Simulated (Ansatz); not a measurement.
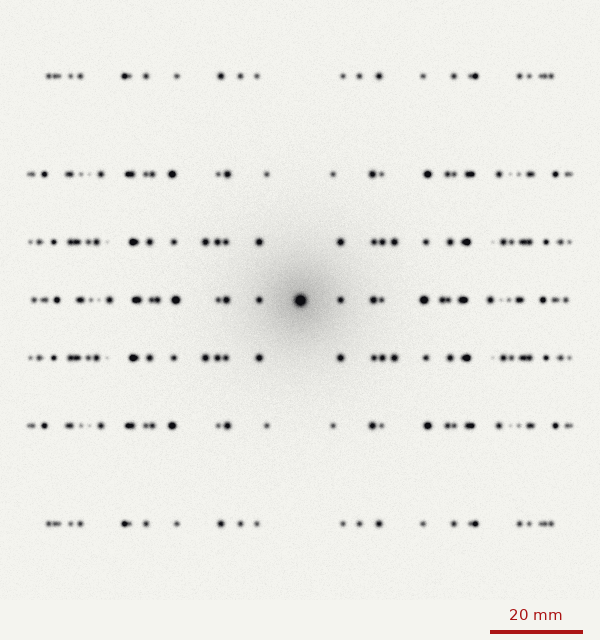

Simulated X-ray rotation photograph: Mo Kα radiation (λ = 0.7107 Å), cylindrical film of radius 57.3 mm unrolled, rotation axis vertical and normal to the beam, kinematic intensities without Lorentz or polarisation factors, the film spanning ±63° about the beam; spots down to d = 0.67 Å.

> What lattice repeat along the rotation axis do the layer lines give?

The first layer line lies 12.7 mm from the equator, so tan ν = 0.222, sin ν = 0.217 and the period is λ/sin ν = 3.27 Å. Further lines follow at 27.6, 49.2 mm.

The crystal is P, space group Cmcm (No. 63), a = 2.636 Å, b = 9.116 Å, c = 3.274 Å. Structure: coordinates from a relaxation with DFT, r2SCAN, plane waves (500 eV) with PAW, scalar-relativistic (Ansatz); the starting structure was generated, so it need not be a known form of this composition.

> About which axis was it rotated?

About [001], whose length in the conventional cell is 3.274 Å.
